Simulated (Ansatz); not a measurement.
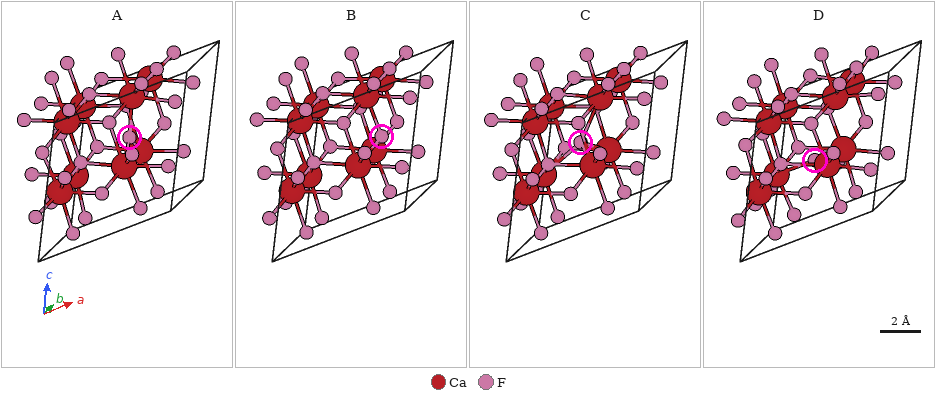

4 geometries from a converged minimum-energy path of CaF$_{2}$ with an F vacancy (23 atoms in the cell, charge -1), shuffled. Style: ball-and-stick. Shown: the reduced simulation cell (origin moved), slightly off an axis. The moving atom is ringed, with any periodic copies. Lengths and directions refer to the drawn axes. Bonds to atoms that aren't drawn are left out.

All numbers below come from DFT LDA, scalar-relativistic, plane waves, PAW in Ansatz. Run with plane-wave cutoff 420 eV; k-point mesh 2 × 2 × 2; Gaussian smearing 0.02 eV; 7 movable images; climbing image; force threshold 0.03 eV/Å; iteration limit 47; starting path by image-dependent pair potential.

Q: Which of them lies highest in energy?

A: C. In order along the path, whose images run from 0 to 8: B (image 0, 0.00 eV), A (image 2, +0.79 eV), C (image 4, +1.18 eV), D (image 6, +0.79 eV). It is a vacancy jump: a nearby atom moves into the empty site and leaves its own site empty. An F atom travels furthest, 2.78 Å from end to end, along [−1 1 −1], on a path that bends up to 1.26 Å away from the straight line. At the highest image its nearest neighbour (Ca) is 2.23 Å away, against 2.25 Å at the start, and the surrounding atoms stand up to 0.11 Å off the mean of their end positions.

Limits of the set-up: the periodic images lie only 7.5 Å apart, so the values are limited by the cell's size; the cell is charged, on a uniform background, and energies carry no finite-size correction.

Cost: 9.7 min on 2 threads of AMD EPYC 7B13 (Zen 3), with other jobs on the host, peak memory 1.6 GiB.

PAW datasets: the set soft_1.
